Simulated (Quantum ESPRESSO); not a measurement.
# Run report: Cr, band-structure run (part 2 of 2)

The same run, continued: Cr (Cmcm, 2 atoms in the cell); Kohn-Sham DFT of a periodic cell, PBEsol, PseudoDojo 0.4.1 SR PBEsol standard, spin-polarised (Quantum ESPRESSO 7.5); cutoff 1278.93 eV, 9×9×5 k-mesh, fermi-dirac of 0.05 eV, collinear spins. The structure derives from a Materials Project entry.

Geometry of the input (Å; fractional positions):
```
1.1471  -2.4670  0.0000
1.1471  2.4670  0.0000
0.0000  0.0000  4.0643
Cr 0.8705  0.1295  0.7500
Cr 0.1295  0.8705  0.2500
```

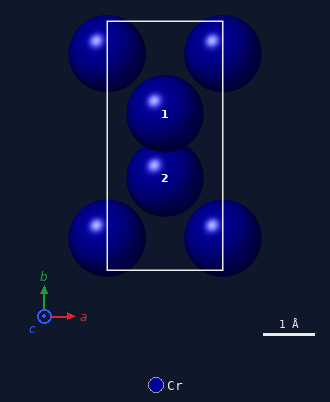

The structure (spheres-only view of the cell 2 times as large as that of the calculation, set on its symmetry axes, along the c axis; atoms are numbered from 1 in the order of the input). An atom can appear more than once, as a periodic image.

## The program's output, continued
```
     total magnetization       =     2.41 Bohr mag/cell
     absolute magnetization    =     2.41 Bohr mag/cell

     iteration #  3     ecut=    94.00 Ry     beta= 0.30
     Davidson diagonalization with overlap
     ethr =  4.40E-04,  avg # of iterations =  1.8

     total energy              =    -355.52534217 Ry
     estimated scf accuracy    <       0.04048762 Ry

     total magnetization       =     2.05 Bohr mag/cell
     absolute magnetization    =     2.05 Bohr mag/cell

     iteration #  4     ecut=    94.00 Ry     beta= 0.30
     Davidson diagonalization with overlap
     ethr =  1.45E-04,  avg # of iterations =  1.6

     total energy              =    -355.55307580 Ry
     estimated scf accuracy    <       0.00930047 Ry

     total magnetization       =     0.82 Bohr mag/cell
     absolute magnetization    =     0.84 Bohr mag/cell

     iteration #  5     ecut=    94.00 Ry     beta= 0.30
     Davidson diagonalization with overlap
     ethr =  3.32E-05,  avg # of iterations =  2.2

     total energy              =    -355.55174160 Ry
     estimated scf accuracy    <       0.00277549 Ry

     total magnetization       =     0.79 Bohr mag/cell
     absolute magnetization    =     0.81 Bohr mag/cell

     iteration #  6     ecut=    94.00 Ry     beta= 0.30
     Davidson diagonalization with overlap
     ethr =  9.91E-06,  avg # of iterations =  2.0

     total energy              =    -355.55881547 Ry
     estimated scf accuracy    <       0.00088087 Ry

     total magnetization       =     0.11 Bohr mag/cell
     absolute magnetization    =     0.13 Bohr mag/cell

     iteration #  7     ecut=    94.00 Ry     beta= 0.30
     Davidson diagonalization with overlap
     ethr =  3.15E-06,  avg # of iterations =  1.2

     total energy              =    -355.55920839 Ry
     estimated scf accuracy    <       0.00023111 Ry

     total magnetization       =     0.25 Bohr mag/cell
     absolute magnetization    =     0.26 Bohr mag/cell

     iteration #  8     ecut=    94.00 Ry     beta= 0.30
     Davidson diagonalization with overlap
     ethr =  8.25E-07,  avg # of iterations =  2.1

     total energy              =    -355.55949150 Ry
     estimated scf accuracy    <       0.00006874 Ry

     total magnetization       =     0.14 Bohr mag/cell
     absolute magnetization    =     0.15 Bohr mag/cell

     iteration #  9     ecut=    94.00 Ry     beta= 0.30
     Davidson diagonalization with overlap
     ethr =  2.46E-07,  avg # of iterations =  1.0

     total energy              =    -355.55949117 Ry
     estimated scf accuracy    <       0.00005404 Ry

     total magnetization       =     0.11 Bohr mag/cell
     absolute magnetization    =     0.12 Bohr mag/cell

     iteration # 10     ecut=    94.00 Ry     beta= 0.30
     Davidson diagonalization with overlap
     ethr =  1.93E-07,  avg # of iterations =  2.0

     total energy              =    -355.55955554 Ry
     estimated scf accuracy    <       0.00000573 Ry

     total magnetization       =     0.06 Bohr mag/cell
     absolute magnetization    =     0.06 Bohr mag/cell

     iteration # 11     ecut=    94.00 Ry     beta= 0.30
     Davidson diagonalization with overlap
     ethr =  2.04E-08,  avg # of iterations =  2.0

     total energy              =    -355.55956322 Ry
     estimated scf accuracy    <       0.00000341 Ry

     total magnetization       =     0.04 Bohr mag/cell
     absolute magnetization    =     0.04 Bohr mag/cell

     iteration # 12     ecut=    94.00 Ry     beta= 0.30
     Davidson diagonalization with overlap
     ethr =  1.22E-08,  avg # of iterations =  2.0

     total energy              =    -355.55957061 Ry
     estimated scf accuracy    <       0.00000061 Ry

     total magnetization       =     0.02 Bohr mag/cell
     absolute magnetization    =     0.02 Bohr mag/cell

     iteration # 13     ecut=    94.00 Ry     beta= 0.30
     Davidson diagonalization with overlap
     ethr =  2.16E-09,  avg # of iterations =  2.0

     total energy              =    -355.55957159 Ry
     estimated scf accuracy    <       0.00000013 Ry

     total magnetization       =     0.01 Bohr mag/cell
     absolute magnetization    =     0.01 Bohr mag/cell

     iteration # 14     ecut=    94.00 Ry     beta= 0.30
     Davidson diagonalization with overlap
     ethr =  4.64E-10,  avg # of iterations =  2.0

     total energy              =    -355.55957264 Ry
     estimated scf accuracy    <       0.00000001 Ry

     total magnetization       =    -0.00 Bohr mag/cell
     absolute magnetization    =     0.00 Bohr mag/cell

     iteration # 15     ecut=    94.00 Ry     beta= 0.30
     Davidson diagonalization with overlap
     ethr =  5.01E-11,  avg # of iterations =  2.0

     total energy              =    -355.55957265 Ry
     estimated scf accuracy    <          1.4E-09 Ry

     total magnetization       =    -0.00 Bohr mag/cell
     absolute magnetization    =     0.00 Bohr mag/cell

     iteration # 16     ecut=    94.00 Ry     beta= 0.30
     Davidson diagonalization with overlap
     ethr =  5.01E-12,  avg # of iterations =  2.0

     total energy              =    -355.55957265 Ry
     estimated scf accuracy    <          5.6E-10 Ry

     total magnetization       =     0.00 Bohr mag/cell
     absolute magnetization    =     0.00 Bohr mag/cell

     iteration # 17     ecut=    94.00 Ry     beta= 0.30
     Davidson diagonalization with overlap
     ethr =  1.99E-12,  avg # of iterations =  2.0

     Magnetic moment per site  (integrated on atomic sphere of radius R)
     atom   1 (R=0.224)  charge= 11.8064  magn=  0.0000
     atom   2 (R=0.224)  charge= 11.8064  magn=  0.0000

     End of self-consistent calculation

     Number of k-points >= 100: set verbosity='high' to print the bands.

     the Fermi energy is    19.5763 ev

!    total energy              =    -355.55957265 Ry
     estimated scf accuracy    <          3.7E-11 Ry
     smearing contrib. (-TS)   =      -0.00176284 Ry
     internal energy E=F+TS    =    -355.55780981 Ry

     The total energy is F=E-TS. E is the sum of the following terms:
     one-electron contribution =    -110.12919910 Ry
     hartree contribution      =      71.53309708 Ry
     xc contribution           =     -52.28971324 Ry
     ewald contribution        =    -264.67199456 Ry

     total magnetization       =     0.00 Bohr mag/cell
     absolute magnetization    =     0.00 Bohr mag/cell

     convergence has been achieved in  17 iterations

     Forces acting on atoms (cartesian axes, Ry/au):

     atom    1 type  1   force =     0.00000000    0.00802881    0.00000000
     atom    2 type  1   force =    -0.00000000   -0.00802881    0.00000000

     Total force =     0.011354     Total SCF correction =     0.000009

     Computing stress (Cartesian axis) and pressure

          total   stress  (Ry/bohr**3)                   (kbar)     P=      -11.32
  -0.00017741   0.00000000   0.00000000          -26.10        0.00        0.00
   0.00000000  -0.00027387   0.00000000            0.00      -40.29        0.00
   0.00000000   0.00000000   0.00022044            0.00        0.00       32.43

=------------------------------------------------------------------------------=
   JOB DONE.
=------------------------------------------------------------------------------=
```

## File pp_density.out
```
This program is part of the open-source Quantum ESPRESSO suite
     for quantum simulation of materials; please cite
         "P. Giannozzi et al., J. Phys.:Condens. Matter 21 395502 (2009);
         "P. Giannozzi et al., J. Phys.:Condens. Matter 29 465901 (2017);
         "P. Giannozzi et al., J. Chem. Phys. 152 154105 (2020);
          URL
     in publications or presentations arising from this work. More details at

     ./tmp/pwscf.save/

     IMPORTANT: XC functional enforced from input :
     Exchange-correlation= PBESOL
                           (   1   4  10   8   0   0   0)
     Any further DFT definition will be discarded
     Please, verify this is what you really want

     G-vector sticks info
     --------------------
     sticks:   dense  smooth     PW     G-vecs:    dense   smooth      PW
     Sum         601     601    195                19143    19143    3509

     Using Slab Decomposition

     Calling punch_plot, plot_num =   0
     Writing data to file  density.dat
     Reading data from file  density.dat

     Writing data to be plotted to file density.cube
     Plot Type: 3D                     Output format: Gaussian cube

=------------------------------------------------------------------------------=
   JOB DONE.
=------------------------------------------------------------------------------=
```

## File pp_spin.out
```
This program is part of the open-source Quantum ESPRESSO suite
     for quantum simulation of materials; please cite
         "P. Giannozzi et al., J. Phys.:Condens. Matter 21 395502 (2009);
         "P. Giannozzi et al., J. Phys.:Condens. Matter 29 465901 (2017);
         "P. Giannozzi et al., J. Chem. Phys. 152 154105 (2020);
          URL
     in publications or presentations arising from this work. More details at

     ./tmp/pwscf.save/

     IMPORTANT: XC functional enforced from input :
     Exchange-correlation= PBESOL
                           (   1   4  10   8   0   0   0)
     Any further DFT definition will be discarded
     Please, verify this is what you really want

     G-vector sticks info
     --------------------
     sticks:   dense  smooth     PW     G-vecs:    dense   smooth      PW
     Sum         601     601    195                19143    19143    3509

     Using Slab Decomposition

     Calling punch_plot, plot_num =   6
     Writing data to file  spin.dat
     Reading data from file  spin.dat

     Writing data to be plotted to file spin.cube
     Plot Type: 3D                     Output format: Gaussian cube

=------------------------------------------------------------------------------=
   JOB DONE.
=------------------------------------------------------------------------------=
```

## File pp_elf.out
```
This program is part of the open-source Quantum ESPRESSO suite
     for quantum simulation of materials; please cite
         "P. Giannozzi et al., J. Phys.:Condens. Matter 21 395502 (2009);
         "P. Giannozzi et al., J. Phys.:Condens. Matter 29 465901 (2017);
         "P. Giannozzi et al., J. Chem. Phys. 152 154105 (2020);
          URL
     in publications or presentations arising from this work. More details at

     ./tmp/pwscf.save/

     IMPORTANT: XC functional enforced from input :
     Exchange-correlation= PBESOL
                           (   1   4  10   8   0   0   0)
     Any further DFT definition will be discarded
     Please, verify this is what you really want

     G-vector sticks info
     --------------------
     sticks:   dense  smooth     PW     G-vecs:    dense   smooth      PW
     Sum         601     601    195                19143    19143    3509

     Using Slab Decomposition

     Calling punch_plot, plot_num =   8
     Message from routine do_elf_kin:
     elf/kin + US not fully implemented
     Writing data to file  elf.dat
     Reading data from file  elf.dat

     Writing data to be plotted to file elf.cube
     Plot Type: 3D                     Output format: Gaussian cube

=------------------------------------------------------------------------------=
   JOB DONE.
=------------------------------------------------------------------------------=
```

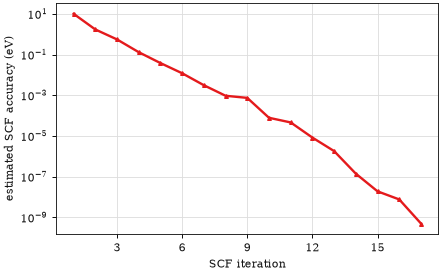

Convergence of the self-consistent field: estimated SCF accuracy against the iteration. The field takes 17 iterations in all.

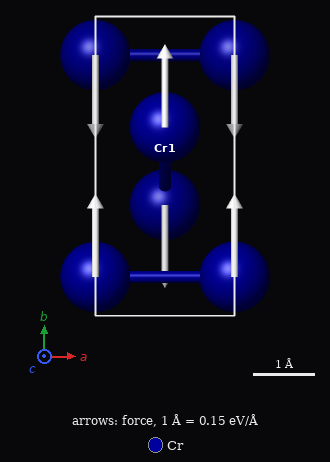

Forces on the atoms as white arrows (ball-and-stick view of the cell 2 times as large as that of the calculation, set on its symmetry axes, along the c axis; atoms are numbered from 1 in the order of the input). The largest act on Cr1, Cr2 (0.21 eV/Å). The geometry is not a stationary point of this energy.

## Summary

```json
{"quantity": "outcome", "value": "converged"}
{"quantity": "space group (tolerance 0.01 Å)", "value": "Cmcm (63)"}
{"quantity": "electrons treated", "value": "28"}
{"quantity": "free energy", "value": "−4837.6344 eV"}
{"quantity": "Fermi energy", "value": "19.576 eV"}
{"quantity": "gap on the k-point mesh", "value": "none (metallic)"}
{"quantity": "net moment of the cell", "value": "0.00 μB"}
{"quantity": "integrated absolute moment", "value": "0.00 μB"}
{"quantity": "pressure", "value": "−1.13 GPa"}
{"quantity": "largest force (length of the vector)", "value": "0.206 eV/Å"}
{"quantity": "hardware", "value": "2 threads of Arm Neoverse V1, 24 GiB of memory available, shared host"}
{"quantity": "wall time", "value": "2 min (CPU time 3.9 min)"}
{"quantity": "peak memory", "value": "0.26 GiB"}
```

## Notes

Points of doubt noted for this run: coarse mesh.
